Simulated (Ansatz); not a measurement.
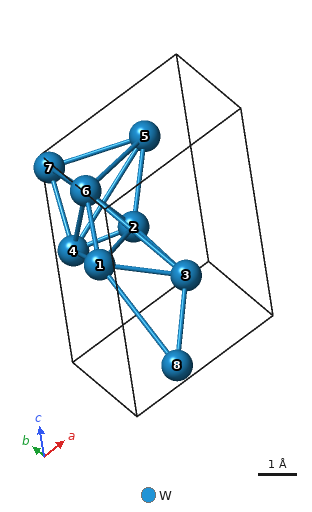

A crystal of W (set up in P1), before the relaxation. The picture is a ball-and-stick view of the cell of the calculation, reduced to other axes, seen slightly off an axis. Lengths and directions refer to the drawn axes.

Case: all atoms moved at random, sigma 0.4 Å for each component; relaxed back.

All numbers below come from DFT PBE, scalar-relativistic, plane waves, PAW (Ansatz).

The input:
```yaml
crystal:
  lattice:
    - [0.0, 4.0370062299, -4.0370062299]
    - [4.0370062299, 4.0370062299, 0.0]
    - [4.0370062299, 0.0, -4.0370062299]
  atoms:
    - { symbol: W, position: [0.328582217, 0.0088575137, 0.6325046206] }
    - { symbol: W, position: [0.5848603, 0.4533881173, 0.574294796] }
    - { symbol: W, position: [0.0811285697, 0.0037730217, 0.4168481491] }
    - { symbol: W, position: [-0.1186773005, 0.5094652196, 0.5332127474] }
    - { symbol: W, position: [0.6136827467, -0.0952919635, -0.0827003053] }
    - { symbol: W, position: [0.4723329181, 0.5282073968, -0.0674004943] }
    - { symbol: W, position: [-0.0122948577, 0.0478715388, -0.0770995743] }
    - { symbol: W, position: [0.0503854066, 0.5437291557, 0.0703400608] }
basis:
  ecutwfc: 420
kpoints:
  mp_grid: { grid: [8, 8, 8] }
hamiltonian:
  xc: pbe
scf:
  occupations: { method: gaussian, width: 0.15 }
output:
  forces: true
  stress: true
  eigenvalues: true
relax:
  adjacent_minimum: "off"
  f_tol: 0.01
  max_steps: 80
  cell: { stress_tol: 0.1 }
```

Run as
```bash
ansatz run input.yaml --threads 2 --pin off --max-ram 5120MiB --backend cpu --events-out ev --progress --plain --runs-dir out
```

Where does the relaxation end?

The largest moves relative to the cell, 0.82 Å, are those of W1 and W8. W1 goes roughly along [−1 3 −3]. The drawn cell changes as follows: a 5.709 → 5.923 Å (+3.7 %), b 5.709 → 5.390 Å (−5.6 %), c 5.709 → 6.028 Å (+5.6 %), α 60.0° → 63.4°, β 60.0° → 52.4°, γ 60.0° → 62.9°; the volume changes by +0.2 %. Near-neighbour distances that change, for instance: W1–W8 3.071 → 4.684 Å, W1–W7 1.815 → 3.014 Å, W1–W5 3.807 → 2.723 Å, W2–W7 4.383 → 3.325 Å. Bonds break: W1–W8 (3.07 → 4.68 Å). The space group (tolerance 0.01 Å) goes from P1 (No. 1) to Fddd (No. 70). The energy falls by 4252 meV per atom in 11 accepted moves (13 points after the start). The largest force component goes from 39 to 0.0012 eV/Å. Pressure: 118.07 GPa at the start and 0.01 GPa at the end. The SCF was repeated twice at an unchanged geometry on a basis and grid sized afresh for the cell, which shifted the energy by 1.0 meV per atom at most.

After the run, drawn alike:

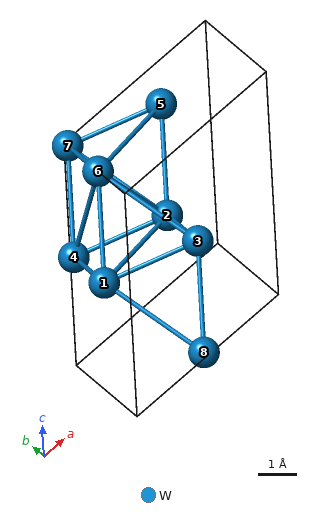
